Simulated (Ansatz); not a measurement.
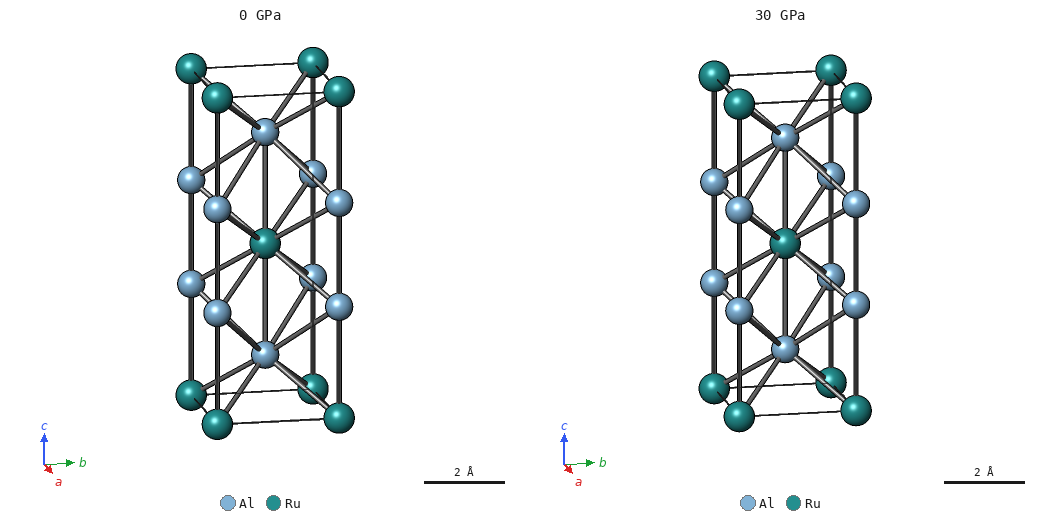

Al2Ru, space group I4/mmm (No. 139), relaxed (cell and atoms) under a series of hydrostatic pressures; the conventional cell is drawn at the lowest and the highest, to one scale (sticks follow a distance rule). The start was a structure listed in the Materials Project. It needn't be the stable form of this composition.

Alike in all runs: Ansatz 0.2.0; functional PBEsol; potentials Ansatz PAW; cutoff 420 eV; k mesh 12 × 12 × 12 on the run's cell of 3 atoms; occupations fermi-dirac, width 0.05 eV; no spin polarisation; no spin-orbit coupling.

```tsv
pressure (GPa)	volume (Å³/atom)	a (Å)	c (Å)
0.0	13.678	3.121	8.424
2.0	13.529	3.110	8.391
5.0	?	?	?
10.0	13.008	3.071	8.274
20.0	12.478	3.030	8.157
30.0	12.041	2.994	8.062
```

Q: Fit a third-order Birch-Murnaghan equation to the rows given and use it to fill in the volume that is left out.

A: The fit gives V0 = 13.68 Å³/atom, B0 = 179 GPa and B0′ = 4.3, which puts the volume at 5.0 GPa at 13.32 Å³/atom. The run gave volume 13.321 Å³/atom; a 3.095 Å; c 8.344 Å.

Q: Which axis yields most up to 30 GPa?

A: The axes shrink nearly alike: a −4.1 %, c −4.3 %, against −12.0 % in volume.

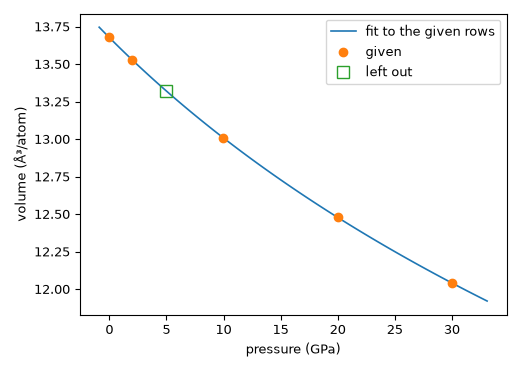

Volume against pressure, with the fit. The structure was kept in its own symmetry, so a change to another phase within this range wouldn't be seen.

Caveat: the plane-wave basis is chosen anew once the cell has moved, so the energies of steps on either side of that aren't comparable.
